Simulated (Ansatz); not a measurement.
# Geometry relaxation of Ti6O (part 2 of 2)

Continued. System: Ti6O (7 atoms in the cell). Method: DFT r2SCAN, scalar-relativistic, plane waves, PAW, no spin polarisation (Ansatz 0.2.0); cutoff 500 eV, 12×12×8 k-mesh, Gaussian smearing of 0.1 eV. The structure derives from an entry of the Crystallography Open Database.

Geometry of the input (Å; fractional positions):
```
5.1300  0.0000  0.0000
-2.5650  4.4427  0.0000
0.0000  0.0000  4.7400
Ti 0.3330  0.0000  0.2500
Ti 0.0000  0.3330  0.2500
Ti 0.6670  0.6670  0.2500
Ti 0.0000  0.6670  0.7500
Ti 0.6670  0.0000  0.7500
Ti 0.3330  0.3330  0.7500
O  0.0000  0.0000  0.0000
```

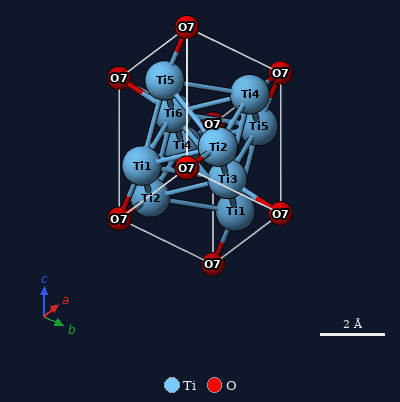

Fig. 1: The geometry at step 3 of the log (ball-and-stick view of the cell of the calculation, seen at an oblique angle; atoms are numbered from 1 in the order of the input).

## Output, continued
```
SCF iter   1: F=—  HF=-15598.434764 eV  |F-HF|=—  |Δ(HF+E_count)|=         —  Δρ=4.62e-4  dr2=6.35e-4  dr2_τ=1.47e-3  ethr=8.71e-7  ⟨swp⟩=2.2  Hψ=29149  notcnv=0
preconditioner: auto → Kerker (q_TF=auto, 2.589 Å⁻¹)  [metal: Δε(μ)=0.018 eV  Ē_g=3.842 eV  σ=0.100 eV  W_gap=0.10  n_scr=26 (ndim 8)  ℏωp=19.0 eV  f_vac=0.000  D(μ)=4.17/eV (n_scr^D=28)]
SCF iter   2: F=—  HF=-15598.435870 eV  |F-HF|=—  |Δ(HF+E_count)|=   1.11e-3  Δρ=2.31e-4  dr2=1.92e-4  dr2_τ=3.67e-6  ethr=8.14e-7  ⟨swp⟩=2.1  Hψ=9849  notcnv=0
SCF iter   3: F=—  HF=-15598.435830 eV  |F-HF|=—  |Δ(HF+E_count)|=   3.99e-5  Δρ=1.01e-4  dr2=3.65e-5  dr2_τ=1.76e-6  ethr=2.46e-7  ⟨swp⟩=2.0  Hψ=7470  notcnv=0
SCF iter   4: F=—  HF=-15598.435823 eV  |F-HF|=—  |Δ(HF+E_count)|=   7.68e-6  Δρ=3.46e-5  dr2=1.51e-6  dr2_τ=5.94e-8  ethr=4.68e-8  ⟨swp⟩=2.0  Hψ=8007  notcnv=0
SCF iter   5: F=-15598.435822 eV  HF=-15598.435823 eV  |F-HF|=8.57e-8  |Δ(HF+E_count)|=   4.37e-8  Δρ=1.24e-5  dr2=1.55e-7  dr2_τ=2.20e-8  ethr=2.92e-10  ⟨swp⟩=6.6  Hψ=23999  notcnv=0
SCF 5 converged in 5 iterations: F = -15598.435822 eV  dr2 = 1.55e-7
relax step   5: F+E_penalty+E_count = -15598.43582248 eV  Δ(F+E_penalty+E_count) = -1.230e-6 eV  max|allowed force component| = 1.050e-2 eV/Å  Δτ_max = 0.0018 Å  P = -0.113 GPa  Ω = 106.702 Å³  energy of the carried Pulay correction = +8.503e-4 eV  (5 SCF iters, dr2 threshold 2.28e-7 eV, accepted)
Crystal: 7 atoms, lattice volume = 106.598 Å³
iter 1 solved again at ethr=8.55e-8 eV; its pass at ethr=3.10e-3 eV (dr2=6.67e-5 eV) is discarded
SCF iter   1: F=—  HF=-15598.435666 eV  |F-HF|=—  |Δ(HF+E_count)|=         —  Δρ=1.77e-4  dr2=6.35e-5  dr2_τ=3.77e-4  ethr=8.55e-8  ⟨swp⟩=2.5  Hψ=28442  notcnv=0
preconditioner: auto → Kerker (q_TF=auto, 2.590 Å⁻¹)  [metal: Δε(μ)=0.018 eV  Ē_g=3.840 eV  σ=0.100 eV  W_gap=0.10  n_scr=26 (ndim 8)  ℏωp=19.0 eV  f_vac=0.000  D(μ)=4.17/eV (n_scr^D=28)]
SCF iter   2: F=—  HF=-15598.435955 eV  |F-HF|=—  |Δ(HF+E_count)|=   2.89e-4  Δρ=7.69e-5  dr2=1.70e-5  dr2_τ=4.12e-7  ethr=8.14e-8  ⟨swp⟩=2.0  Hψ=11150  notcnv=0
SCF iter   3: F=—  HF=-15598.435942 eV  |F-HF|=—  |Δ(HF+E_count)|=   1.22e-5  Δρ=3.52e-5  dr2=4.34e-6  dr2_τ=1.19e-7  ethr=2.18e-8  ⟨swp⟩=2.0  Hψ=7333  notcnv=0
SCF iter   4: F=—  HF=-15598.435941 eV  |F-HF|=—  |Δ(HF+E_count)|=   1.05e-6  Δρ=1.14e-5  dr2=1.72e-7  dr2_τ=9.51e-9  ethr=5.56e-9  ⟨swp⟩=2.0  Hψ=8010  notcnv=0
SCF iter   5: F=-15598.435941 eV  HF=-15598.435941 eV  |F-HF|=3.86e-9  |Δ(HF+E_count)|=   4.95e-9  Δρ=5.00e-6  dr2=2.05e-8  dr2_τ=3.65e-9  ethr=4.38e-11  ⟨swp⟩=4.7  Hψ=19163  notcnv=0
SCF 6 converged in 5 iterations: F = -15598.435941 eV  dr2 = 2.05e-8
relax step   6: F+E_penalty+E_count = -15598.43594125 eV  Δ(F+E_penalty+E_count) = -1.188e-4 eV  max|allowed force component| = 3.389e-3 eV/Å  Δτ_max = 0.0010 Å  P = +0.004 GPa  Ω = 106.598 Å³  energy of the carried Pulay correction = +9.178e-4 eV  (5 SCF iters, dr2 threshold 3.42e-8 eV, accepted)
Initial wavefunctions: pseudopotential atomic-orbital guess (no wavefunctions were taken with the density)
iter 1 solved again at ethr=5.25e-7 eV; its pass at ethr=3.10e-3 eV (dr2=4.10e-4 eV) is discarded
SCF iter   1: F=—  HF=-15598.435053 eV  |F-HF|=—  |Δ(HF+E_count)|=         —  Δρ=3.72e-5  dr2=1.69e-7  dr2_τ=1.65e-6  ethr=5.25e-7  ⟨swp⟩=3.3  Hψ=37682  notcnv=0
eigensolver tolerance schedule: the retry pair's looser diagonalisation over-reported the residual by 2421.12 of it (diagonalisation noise at 0.70 of the residual, at the tolerance the schedule requests for it); recorded, not acted on — ethr = c·dr2/N_el stays at c = 1.0e-1
preconditioner: auto → Kerker (q_TF=auto, 2.590 Å⁻¹)  [metal: Δε(μ)=0.018 eV  Ē_g=3.841 eV  σ=0.100 eV  W_gap=0.10  n_scr=26 (ndim 8)  ℏωp=19.0 eV  f_vac=0.000  D(μ)=4.17/eV (n_scr^D=28)]
SCF iter   2: F=—  HF=-15598.435053 eV  |F-HF|=—  |Δ(HF+E_count)|=   4.28e-7  Δρ=2.02e-5  dr2=6.94e-8  dr2_τ=7.63e-8  ethr=2.17e-10  ⟨swp⟩=3.4  Hψ=12266  notcnv=0
SCF iter   3: F=—  HF=-15598.435053 eV  |F-HF|=—  |Δ(HF+E_count)|=   1.02e-7  Δρ=3.33e-6  dr2=5.34e-9  dr2_τ=2.17e-9  ethr=8.90e-11  ⟨swp⟩=2.0  Hψ=8133  notcnv=0
SCF iter   4: F=—  HF=-15598.435053 eV  |F-HF|=—  |Δ(HF+E_count)|=   2.63e-9  Δρ=8.01e-7  dr2=6.85e-10  dr2_τ=7.36e-11  ethr=6.84e-12  ⟨swp⟩=2.1  Hψ=10489  notcnv=0
SCF iter   5: F=—  HF=-15598.435053 eV  |F-HF|=—  |Δ(HF+E_count)|=  3.35e-10  Δρ=3.95e-7  dr2=2.32e-10  dr2_τ=1.84e-11  ethr=1.00e-12  ⟨swp⟩=2.0  Hψ=8175  notcnv=0
SCF iter   6: F=-15598.435053 eV  HF=-15598.435053 eV  |F-HF|=9.09e-12  |Δ(HF+E_count)|=  1.82e-12  Δρ=1.09e-7  dr2=1.29e-11  dr2_τ=1.59e-12  ethr=1.00e-12  ⟨swp⟩=3.5  Hψ=20584  notcnv=0
SCF 7 converged in 6 iterations: F = -15598.435053 eV  dr2 = 1.29e-11
relax step   7: F+E_penalty+E_count = -15598.43505317 eV  Δ(F+E_penalty+E_count) = +8.881e-4 eV  max|allowed force component| = 3.495e-3 eV/Å  Δτ_max = 0.0000 Å  P = -0.001 GPa  Ω = 106.598 Å³  stress off target by 2.24e-2 GPa  SCF on the basis re-selected at this cell (its energy is not comparable with the rows above)  (6 SCF iters)
basis re-selected at this cell: Δ(F+E_penalty+E_count) = +8.881e-4 eV, ΔP = -0.005 GPa vs the last step (what re-selecting the basis moved, of the pressure what is left beyond the Pulay correction that the steps carried, after the strain that the cell walked since its last selection, with what the two solves' SCF thresholds leave and, on support functions, any second-order correction that the steps lacked; it is no measure of the basis error at this ecutwfc). This SCF's stress stands 2.24e-2 GPa from its target on what of the cell is left free (relax.cell.stress_tol is 5.00e-2 GPa) and its largest allowed force component is 3.49e-3 eV/Å (relax.f_tol is 5.00e-3 eV/Å): within both
SCF converged after 6 iterations
Free energy (F): -15598.435053 eV
Harris-Foulkes:  -15598.435053 eV  (|F-HF|=9.09e-12)
Internal energy: -15598.414228 eV  (E = F + TS)
E sigma→0 (E₀):  -15598.424641 eV
Entropy (-TS):   -0.020825 eV (-2.975 meV/atom)
Fermi energy:    13.838806 eV
--- Per-component energies (eV) ---
  E_band       = -994.629621
  E_kinetic    = 1814.141604
  E_local      = -5148.016190  (includes V_loc(G=0)·N_el)
  E_nonlocal   = 89.179500
  E_hartree    = 2104.680571
  E_xc         = -632.621883
  E_vxc        = -904.511610  (∫ρ·V_xc dr)
  E_paw        = -6499.599555  (= ΣΔE_a)
  E_vpaw       = -1116.070318  (= ΣTr[D̂ρ^β])
  E_aug_tail   = 0.001540  (compensation charges beyond the density's cutoff)
  E_vtau       = 61.284582  (kinetic-family band-sum trace: ∫τ·v_τ [+ j·A + Jᵃ·Aᵃ] dr)
  E_ewald      = -7324.627132
  E_core_change = -1.552684  (= ΣΔE_core)
  E_smearing   = -0.020825  (= −TS)
  E_closure    = 0.000000  (closes the sum)
  Σ components = -15598.435053   (vs F -15598.435053, Δ=0.00e0)
--- Forces (eV/Å), atoms counted from 1 ---
  atom   1  Ti    -0.00349454     0.00000000     0.00273976
  atom   2  Ti     0.00174727    -0.00302636     0.00273976
  atom   3  Ti     0.00174727     0.00302636     0.00273976
  atom   4  Ti    -0.00174727     0.00302636    -0.00273976
  atom   5  Ti     0.00349454    -0.00000000    -0.00273976
  atom   6  Ti    -0.00174727    -0.00302636    -0.00273976
  atom   7  O      0.00000000     0.00000000     0.00000000
  max |Σ_I F_I| component: 2.26e-17 eV/Å
--- Stress (GPa, compression-positive) ---
        0.009923       0.000000      -0.000000
        0.000000       0.009923      -0.000000
       -0.000000      -0.000000      -0.022443
  P = ⅓ Tr σ = -0.0009 GPa (-0.009 kbar)
--- Band table (eV; the first three rows and the last of 131) ---
  k-point 0: bands = ["-45.4705", "-45.3376", "-45.3240", "-45.3240", "-45.3183", "-45.3183", "-21.1004", "-20.8229", "-20.7177", "-20.6968", "-20.6968", "-20.6601", "-20.6601", "-20.6036", "-20.6036", "-20.5938", "-20.5181", "-20.5181", "-20.5000", "-20.3620", "-20.3620", "-20.3054", "-20.2693", "-20.2693", "-8.2337", "6.3513", "6.4722", "6.4722", "7.9968", "11.8167", "12.1418", "12.2241", "12.2555", "12.2555", "12.5240", "12.6839", "12.6839", "13.6398", "14.0305", "14.0305", "14.5322", "14.5322", "14.7294", "15.0454", "15.0454", "15.4147", "15.6169"]
  k-point 1: bands = ["-45.4659", "-45.3423", "-45.3238", "-45.3238", "-45.3185", "-45.3185", "-21.0761", "-20.8112", "-20.7463", "-20.7463", "-20.7103", "-20.6845", "-20.6845", "-20.6067", "-20.5634", "-20.5634", "-20.5077", "-20.4835", "-20.4835", "-20.3586", "-20.3586", "-20.3316", "-20.2721", "-20.2721", "-8.2294", "6.2980", "6.4620", "6.4620", "8.1688", "11.6973", "12.2348", "12.2625", "12.3071", "12.3071", "12.5482", "12.7403", "12.7403", "13.5597", "13.9582", "13.9582", "14.4593", "14.4593", "14.6722", "14.9819", "14.9819", "15.3970", "15.6668"]
  k-point 2: bands = ["-45.4529", "-45.3556", "-45.3231", "-45.3231", "-45.3190", "-45.3190", "-21.0080", "-20.8086", "-20.8086", "-20.7773", "-20.7362", "-20.7362", "-20.6893", "-20.6445", "-20.5292", "-20.5019", "-20.5019", "-20.4297", "-20.4297", "-20.4033", "-20.3494", "-20.3494", "-20.2798", "-20.2798", "-8.2190", "6.1918", "6.4376", "6.4376", "8.6254", "11.3650", "12.3569", "12.3927", "12.4491", "12.4491", "12.6133", "12.8945", "12.8945", "13.4216", "13.7696", "13.7696", "14.3081", "14.3081", "14.5288", "14.7982", "14.7982", "15.3675", "15.8154"]
  k-point 130: bands = ["-45.3907", "-45.3812", "-45.3812", "-45.3158", "-45.3123", "-45.3123", "-21.0003", "-20.8133", "-20.8133", "-20.7314", "-20.7216", "-20.7216", "-20.6465", "-20.6167", "-20.6167", "-20.4743", "-20.4743", "-20.4541", "-20.4078", "-20.4078", "-20.4056", "-20.3233", "-20.3233", "-20.3133", "-8.2078", "6.2956", "6.2956", "6.4685", "10.5079", "10.5079", "11.0897", "12.0465", "12.0465", "12.2278", "12.3993", "12.3993", "12.6965", "13.5046", "13.5046", "14.4963", "14.5983", "14.5983", "14.7266", "14.7266", "14.7577", "15.7382", "15.7382"]
--- Relaxed structure (6 steps of the walk, 5 accepted, 1 SCFs on fresh bases) ---
  F+E_penalty+E_count = -15598.43505317 eV   max|allowed force component| = 3.495e-3 eV/Å   (the final SCF, on the basis selected at the relaxed cell)
  cell:  # Å, volume = 106.5979 Å³
    - [5.10327711298901, 1.1063910999513105e-33, -7.60643881216526e-34]
    - [-2.551638556494505, 4.419567622400192, 1.3321900272646801e-18]
    - [-7.028171724724457e-34, 1.4213352759271509e-18, 4.726284444459022]
  atoms:
    - { symbol: Ti, position: [0.3305447232968969, -2.9347728131359636e-19, 0.26025834364167344] }
    - { symbol: Ti, position: [2.771372600540942e-17, 0.33054472329689694, 0.26025834364167344] }
    - { symbol: Ti, position: [0.669455276703103, 0.6694552767031031, 0.26025834364167344] }
    - { symbol: Ti, position: [5.5392200578039415e-17, 0.6694552767031031, 0.7397416563583266] }
    - { symbol: Ti, position: [0.669455276703103, 5.16600220438525e-19, 0.7397416563583266] }
    - { symbol: Ti, position: [0.3305447232968969, 0.33054472329689694, 0.7397416563583266] }
    - { symbol: O, position: [-9.216108614084012e-20, 1.1156146956246448e-19, -1.4393943851111051e-18] }
```

## Trajectory as extended XYZ (Å, eV, eV/Å), 7 frames, from step=1 to step=7
```
7
Lattice="5.1300 0.0000 0.0000 -2.5650 4.4427 0.0000 0.0000 0.0000 4.7400" Properties=species:S:1:pos:R:3:forces:R:3 step=1 energy=-15598.34703 pressure_GPa=-1.64
Ti    1.7083    0.0000    1.1850   -0.1766   0.0000   0.4692
Ti   -0.8541    1.4794    1.1850    0.0883  -0.1529   0.4692
Ti    1.7109    2.9633    1.1850    0.0883   0.1529   0.4692
Ti   -1.7109    2.9633    3.5550   -0.0883   0.1529  -0.4692
Ti    3.4217    0.0000    3.5550    0.1766   0.0000  -0.4692
Ti    0.8541    1.4794    3.5550   -0.0883  -0.1529  -0.4692
O     0.0000    0.0000    0.0000    0.0000   0.0000   0.0000
7
Lattice="5.1043 0.0000 0.0000 -2.5521 4.4205 0.0000 0.0000 0.0000 4.6163" Properties=species:S:1:pos:R:3:forces:R:3 step=2 energy=-15598.32520 pressure_GPa=4.21 accepted=F
Ti    1.6732    0.0000    1.2308    0.3261   0.0000  -0.4559
Ti   -0.8366    1.4491    1.2308   -0.1630   0.2824  -0.4559
Ti    1.7155    2.9714    1.2308   -0.1630  -0.2824  -0.4559
Ti   -1.7155    2.9714    3.3855    0.1630  -0.2824   0.4559
Ti    3.4311    0.0000    3.3855   -0.3261   0.0000   0.4559
Ti    0.8366    1.4491    3.3855    0.1630   0.2824   0.4559
O     0.0000    0.0000    0.0000    0.0000   0.0000   0.0000
7
Lattice="5.1044 0.0000 0.0000 -2.5522 4.4205 0.0000 0.0000 0.0000 4.7248" Properties=species:S:1:pos:R:3:forces:R:3 step=3 energy=-15598.43215 pressure_GPa=0.08
Ti    1.6869    0.0000    1.2198    0.0309   0.0000   0.1241
Ti   -0.8434    1.4609    1.2198   -0.0155   0.0268   0.1241
Ti    1.7087    2.9596    1.2198   -0.0155  -0.0268   0.1241
Ti   -1.7087    2.9596    3.5051    0.0155  -0.0268  -0.1241
Ti    3.4175    0.0000    3.5051   -0.0309   0.0000  -0.1241
Ti    0.8434    1.4609    3.5051    0.0155   0.0268  -0.1241
O     0.0000    0.0000    0.0000    0.0000   0.0000   0.0000
7
Lattice="5.1017 0.0000 0.0000 -2.5509 4.4182 0.0000 0.0000 0.0000 4.7222" Properties=species:S:1:pos:R:3:forces:R:3 step=4 energy=-15598.43582 pressure_GPa=0.21
Ti    1.6865    0.0000    1.2308   -0.0064   0.0000  -0.0212
Ti   -0.8433    1.4606    1.2308    0.0032  -0.0056  -0.0212
Ti    1.7076    2.9577    1.2308    0.0032   0.0056  -0.0212
Ti   -1.7076    2.9577    3.4914   -0.0032   0.0056   0.0212
Ti    3.4152    0.0000    3.4914    0.0064   0.0000   0.0212
Ti    0.8433    1.4606    3.4914   -0.0032  -0.0056   0.0212
O     0.0000    0.0000    0.0000    0.0000   0.0000   0.0000
7
Lattice="5.1053 0.0000 0.0000 -2.5526 4.4213 0.0000 0.0000 0.0000 4.7272" Properties=species:S:1:pos:R:3:forces:R:3 step=5 energy=-15598.43582 pressure_GPa=-0.11
Ti    1.6867    0.0000    1.2307    0.0105   0.0000  -0.0010
Ti   -0.8433    1.4607    1.2307   -0.0053   0.0091  -0.0010
Ti    1.7093    2.9606    1.2307   -0.0053  -0.0091  -0.0010
Ti   -1.7093    2.9606    3.4965    0.0053  -0.0091   0.0010
Ti    3.4186    0.0000    3.4965   -0.0105   0.0000   0.0010
Ti    0.8433    1.4607    3.4965    0.0053   0.0091   0.0010
O     0.0000    0.0000    0.0000    0.0000   0.0000   0.0000
7
Lattice="5.1033 0.0000 0.0000 -2.5516 4.4196 0.0000 0.0000 0.0000 4.7263" Properties=species:S:1:pos:R:3:forces:R:3 step=6 energy=-15598.43594 pressure_GPa=0.00
Ti    1.6869    0.0000    1.2301   -0.0034   0.0000   0.0027
Ti   -0.8434    1.4609    1.2301    0.0017  -0.0029   0.0027
Ti    1.7082    2.9587    1.2301    0.0017   0.0029   0.0027
Ti   -1.7082    2.9587    3.4962   -0.0017   0.0029  -0.0027
Ti    3.4164    0.0000    3.4962    0.0034   0.0000  -0.0027
Ti    0.8434    1.4609    3.4962   -0.0017  -0.0029  -0.0027
O     0.0000    0.0000    0.0000    0.0000   0.0000   0.0000
7
Lattice="5.1033 0.0000 0.0000 -2.5516 4.4196 0.0000 0.0000 0.0000 4.7263" Properties=species:S:1:pos:R:3:forces:R:3 step=7 energy=-15598.43505 pressure_GPa=-0.00
Ti    1.6869    0.0000    1.2301   -0.0035   0.0000   0.0027
Ti   -0.8434    1.4609    1.2301    0.0017  -0.0030   0.0027
Ti    1.7082    2.9587    1.2301    0.0017   0.0030   0.0027
Ti   -1.7082    2.9587    3.4962   -0.0017   0.0030  -0.0027
Ti    3.4164    0.0000    3.4962    0.0035   0.0000  -0.0027
Ti    0.8434    1.4609    3.4962   -0.0017  -0.0030  -0.0027
O     0.0000    0.0000    0.0000    0.0000   0.0000   0.0000
```

## Summary

| quantity | value |
| --- | --- |
| outcome | converged |
| space group (tolerance 0.01 Å) | P-31m (162) |
| electrons treated | 78 |
| free energy | −15598.4351 eV |
| Fermi energy | 13.839 eV |
| gap on the k-point mesh | none (metallic) |
| pressure | 0.00 GPa |
| final volume | 106.60 Å³ |
| largest force (length of the vector) at the end | 0.004 eV/Å |
| final cell | a = 5.103 Å, b = 5.103 Å, c = 4.726 Å, α = 90.00°, β = 90.00°, γ = 120.00° |
| hardware | 2 threads of Arm Neoverse V2, 24 GiB of memory available, shared host |
| wall time | 5.9 min (CPU time 12 min) |
| peak memory | 1 GiB |
